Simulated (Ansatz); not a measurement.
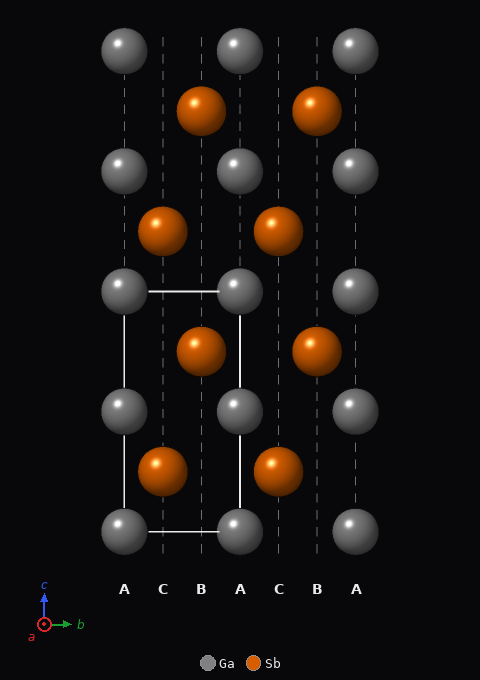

The picture looks along a close-packed row of the hexagonal mesh; c points upwards. The dashed lines mark the three columns A (0, 0), B (1/3, 2/3) and C (2/3, 1/3). The sequence starts with the first layer at or above the cell's origin.

The compound is GaSb (space group P6_3/mmc, No. 194), taken as the input geometry of an electronic-structure calculation (not necessarily at equilibrium); the starting structure was generated, so it need not be a known form of this composition.

> Give the sequence of layers in one repeat, with element and column.

Ga(A) – Sb(C) – Ga(A) – Sb(B) (four layers in 7.16 Å).

> How are the Sb layers alone stacked?

Sb layers alone: CB, the hexagonal close-packed type.

> Which positions between or in the Sb layers do the other atoms fill?

Ga: two octahedral sites, counted in one hexagonal cell.

Heights of the layers:

| layer | atoms (column) | height (Å) | to next (Å) |
| --- | --- | --- | --- |
| 1 | Ga(A) | 0.00 | 1.79 |
| 2 | Sb(C) | 1.79 | 1.79 |
| 3 | Ga(A) | 3.58 | 1.79 |
| 4 | Sb(B) | 5.37 | 1.79 |
